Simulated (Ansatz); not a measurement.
A series of calculations on Al32H

## 1. Relaxation

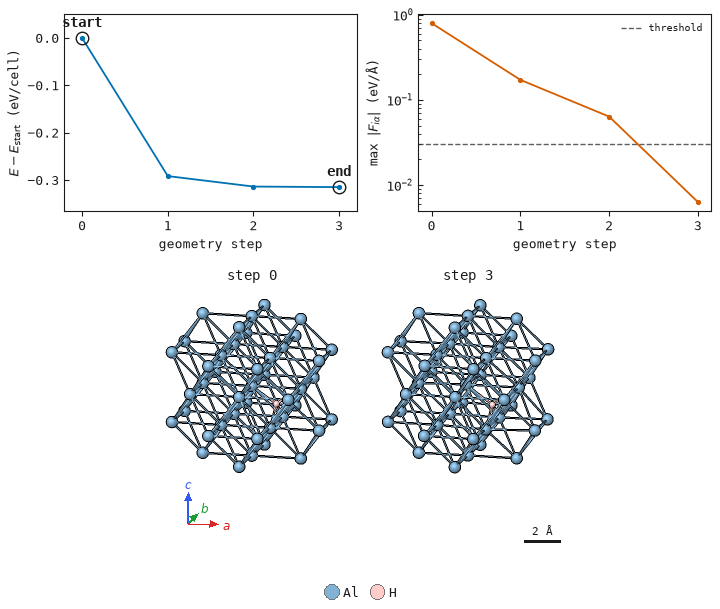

First and last geometry of a relaxation of a defect cell of composition Al₃₂H, with the history of the run. Style: ball-and-stick. Shown: the atoms within 5.0 Å of the atom that moves most (axes of the larger cell on standard axes (2 times the calculation's cell)), slightly off an axis.

It is an interstitial H in fcc Al. The run prepares an end point of a later path (interstitial hop) calculation, from a guessed geometry.

These are results of Ansatz, DFT PBE-D3(BJ), scalar-relativistic, plane waves, PAW, not measurements. Set-up: plane-wave cutoff 420 eV; k-point mesh 2 × 2 × 2; occupations gaussian; smearing width 0.1 eV; no spin polarisation; atoms relaxed in a fixed cell; force threshold 0.03 eV/Å; at most 60 steps.

Did the run converge, and what did it change?

It converged. The largest moves, 0.13 Å, are those of Al atoms. By element the largest moves are Al 0.13 Å, H 0.05 Å. The cell stays as it was. Some distances before and after: Al–Al 2.864 → 3.077 Å, Al–H 1.725 → 1.884 Å, Al–H 1.779 → 1.885 Å, Al–Al 2.864 → 2.790 Å. Bond angles that change, for instance: Al–H–Al 112.2° → 109.6°, Al–H–Al 106.9° → 109.4°. After 3 geometry steps the energy has fallen by 0.315 eV per cell of the calculation. The largest force component goes from 0.8 to 0.0063 eV/Å.

Limits of the set-up: the k-point mesh is coarse for a cell with partly filled bands; the periodic images lie only 8.1 Å apart, so the values are limited by the cell's size.

## 2. Relaxation

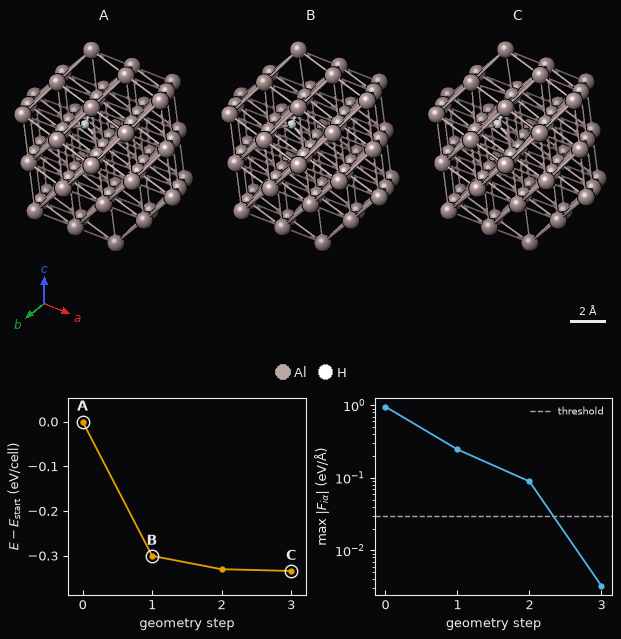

Frames of a relaxation of a defect cell of composition Al₃₂H, marked on the history of the run. The picture is a ball-and-stick view of the atoms within 5.8 Å of the atom that moves most (axes of the conventional cell (2 times the calculation's cell)), seen from a free direction. Lengths and directions refer to the drawn axes.

It is an interstitial H in fcc Al. The run prepares an end point of a later path (interstitial hop) calculation, from a guessed geometry.

Computed with DFT PBE-D3(BJ), scalar-relativistic, plane waves, PAW in Ansatz 0.2.0.

The input:
```yaml
crystal:
  lattice:
    - [8.1, 0.0, 0.0]
    - [0.0, 8.1, 0.0]
    - [0.0, 0.0, 8.1]
  atoms:
    - { symbol: Al, position: [0.5, 0.0, 0.0] }
    - { symbol: Al, position: [0.75, 0.25, 0.0] }
    - { symbol: Al, position: [0.75, 0.0, 0.25] }
    - { symbol: Al, position: [0.0, 0.0, 0.0] }
    - { symbol: Al, position: [0.25, 0.25, 0.0] }
    - { symbol: Al, position: [0.5, 0.5, 0.0] }
    - { symbol: Al, position: [0.75, 0.75, 0.0] }
    - { symbol: Al, position: [0.25, 0.0, 0.25] }
    - { symbol: Al, position: [0.5, 0.25, 0.25] }
    - { symbol: Al, position: [0.75, 0.5, 0.25] }
    - { symbol: Al, position: [0.5, 0.0, 0.5] }
    - { symbol: Al, position: [0.75, 0.25, 0.5] }
    - { symbol: Al, position: [0.75, 0.0, 0.75] }
    - { symbol: Al, position: [0.0, 0.5, 0.0] }
    - { symbol: Al, position: [0.25, 0.75, 0.0] }
    - { symbol: Al, position: [0.0, 0.25, 0.25] }
    - { symbol: Al, position: [0.25, 0.5, 0.25] }
    - { symbol: Al, position: [0.5, 0.75, 0.25] }
    - { symbol: Al, position: [0.0, 0.0, 0.5] }
    - { symbol: Al, position: [0.25, 0.25, 0.5] }
    - { symbol: Al, position: [0.5, 0.5, 0.5] }
    - { symbol: Al, position: [0.75, 0.75, 0.5] }
    - { symbol: Al, position: [0.25, 0.0, 0.75] }
    - { symbol: Al, position: [0.5, 0.25, 0.75] }
    - { symbol: Al, position: [0.75, 0.5, 0.75] }
    - { symbol: Al, position: [0.0, 0.75, 0.25] }
    - { symbol: Al, position: [0.0, 0.5, 0.5] }
    - { symbol: Al, position: [0.25, 0.75, 0.5] }
    - { symbol: Al, position: [0.0, 0.25, 0.75] }
    - { symbol: Al, position: [0.25, 0.5, 0.75] }
    - { symbol: Al, position: [0.5, 0.75, 0.75] }
    - { symbol: Al, position: [0.0, 0.75, 0.75] }
    - { symbol: H, position: [0.37756171, 0.63377589, 0.61542088] }
basis:
  ecutwfc: 420.0
kpoints:
  mp_grid: { grid: [2, 2, 2] }
hamiltonian:
  xc: pbe
  dispersion: d3bj
scf:
  occupations: { method: gaussian, width: 0.1 }
  lower_state_search: "off"
relax:
  f_tol: 0.03
  max_steps: 60
  adjacent_minimum: "off"
output:
  write_density: true
  write_potential: true
  elf: true
  volumetric_format: npy
```

Command:
```bash
ansatz run input.yaml --threads 2 --pin off --max-ram 5120MiB --backend cpu --events-out ev --progress --plain --runs-dir out
```

Describe the path.

Al28 moves most: 0.13 Å along [1 0 −1]. Largest moves by element: Al 0.13 Å, H 0.10 Å. The lattice vectors keep their values. Near-neighbour distances that change, for instance: Al21–Al28 2.864 → 3.079 Å, Al28–H33 1.682 → 1.883 Å, Al21–H33 1.741 → 1.884 Å, Al31–H33 1.749 → 1.884 Å. Among the angles between lasting bonds that change: Al30–H33–Al31 105.3° → 109.3°, Al21–H33–Al28 113.6° → 109.6°, Al21–H33–Al30 105.6° → 109.3°. The energy falls by 0.334 eV per cell of the calculation in 3 geometry steps. Largest force component: 0.96 eV/Å at the start, 0.0032 eV/Å at the end. From step 0 to 1: Al30 moves most (0.10 Å), energy −0.300 eV per cell of the calculation. From step 1 to 3: H33 moves most (0.08 Å), energy −33.7 meV per cell of the calculation.

| step | E − E(0), meV/atom | largest force component, eV/Å |
| --- | --- | --- |
| 0 | 0.00 | 0.9590 |
| 1 | -9.10 | 0.2471 |
| 2 | -10.00 | 0.0895 |
| 3 | -10.12 | 0.0032 |

Limits of the set-up: the k-point mesh is coarse for a cell with partly filled bands; the periodic images lie only 8.1 Å apart, so the values are limited by the cell's size.

## 3. Path

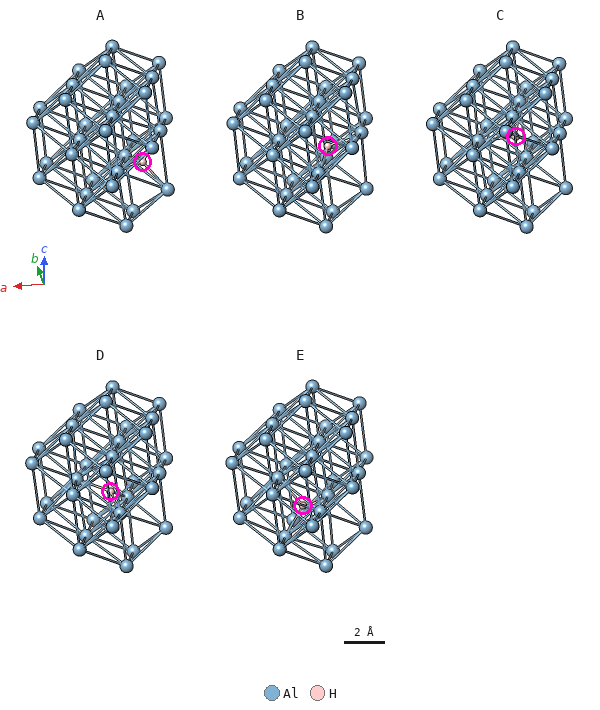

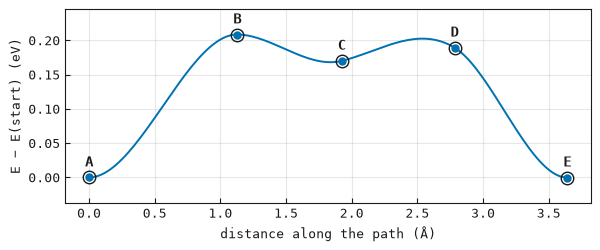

NEB run on Al with an interstitial H (33 atoms in the cell). Images are numbered from 0 (start) to 4 (end). Frames A to E are images 0, 1, 2, 3, 4. A ball-and-stick model of the atoms within 4.6 Å of the middle of the path, seen from a free direction. The moving atom is ringed, with any periodic copies. Bonds to atoms that aren't drawn are left out.

Theory: DFT PBE-D3(BJ), scalar-relativistic, plane waves, PAW (Ansatz 0.2.0). Settings: plane-wave cutoff 420 eV; k-point mesh 2 × 2 × 2; Gaussian smearing 0.1 eV; 3 movable images; climbing image; force threshold 0.03 eV/Å; iteration limit 80; starting path by straight interpolation.

Describe the mechanism and the energy profile.

Answer. The path has more than one stage, and so few images may leave a stage unresolved. The H atom travels furthest, 2.02 Å from end to end, along +a, on a path that bends up to 1.42 Å away from the straight line. At the highest image its nearest neighbour (Al) is 1.86 Å away, against 1.88 Å at the start, and the surrounding atoms stand up to 0.09 Å off the mean of their end positions. The two ends have the same energy, and the highest point, image 1, lies 0.209 eV above the start. The profile has 2 maxima (images 1, 3) with a dip at image 2 (+0.170 eV), so the process runs in steps. The band converged in 22 iterations. The largest component of the band force went from 2.2 to 0.005 eV/Å. The climbing image converged on the top of the path. A check of its curvatures found one unstable direction (−0.6 eV/Å²), as a transition state must have.

Limits of the set-up: the k-point mesh is coarse for a cell with partly filled bands; the periodic images lie only 8.1 Å apart, so the values are limited by the cell's size.
